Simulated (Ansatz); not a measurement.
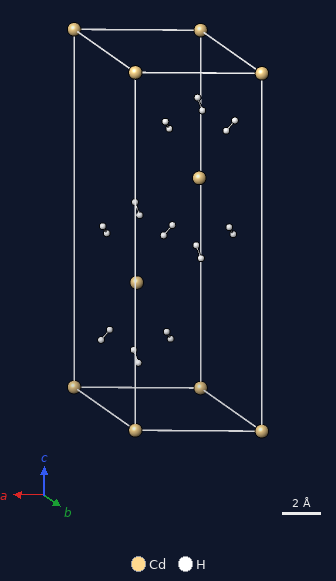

Phonons of crystalline CdH₆ (a generated structure), space group R-3 (No. 148), at the zone centre. A ball-and-stick model of the conventional cell (3 times the calculation's cell), seen from a free direction. Lengths and directions refer to the drawn axes.

All numbers below come from Ansatz, DFT PBE, scalar-relativistic, plane waves, PAW. Set-up: plane-wave cutoff 420 eV; k-point mesh 6 × 6 × 6; occupations fixed; no spin polarisation.

Frequencies are those without the non-analytic (LO–TO) term.

### Which optical modes does it have, at what frequencies, and is it stable there?

The calculation's cell holds 7 atoms, so there are 18 optical modes, in 11 levels. Three levels are unstable (imaginary frequency).

```csv
level,symmetry,frequency (cm⁻¹),activity
1,E_g,55i,Raman-active
2,A_u,25i,infrared-active
3,E_u,19i,infrared-active
4,E_u,64,infrared-active
5,A_u,68,infrared-active
6,A_g,73,Raman-active
7,E_u,106,infrared-active
8,E_g,106,Raman-active
9,A_g,145,Raman-active
10,A_u,145,infrared-active
11,triply degenerate,4295,not assigned
```

The displacement patterns (one member of each degenerate set), 6 of the levels:

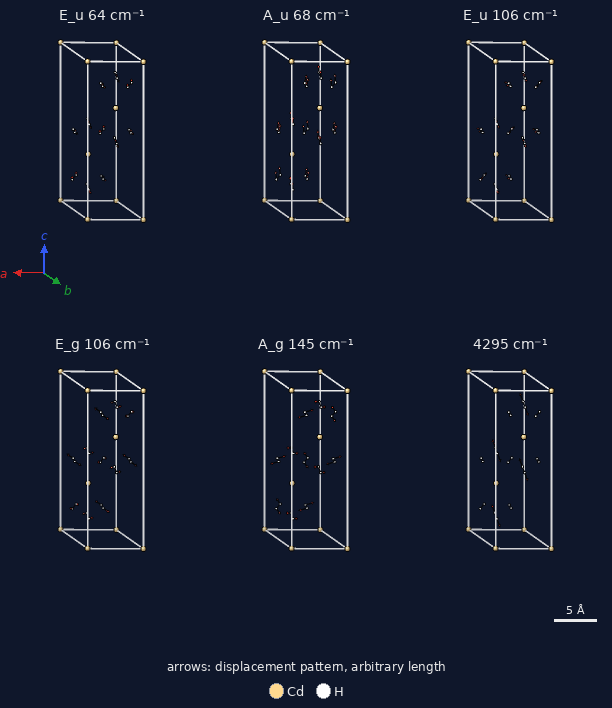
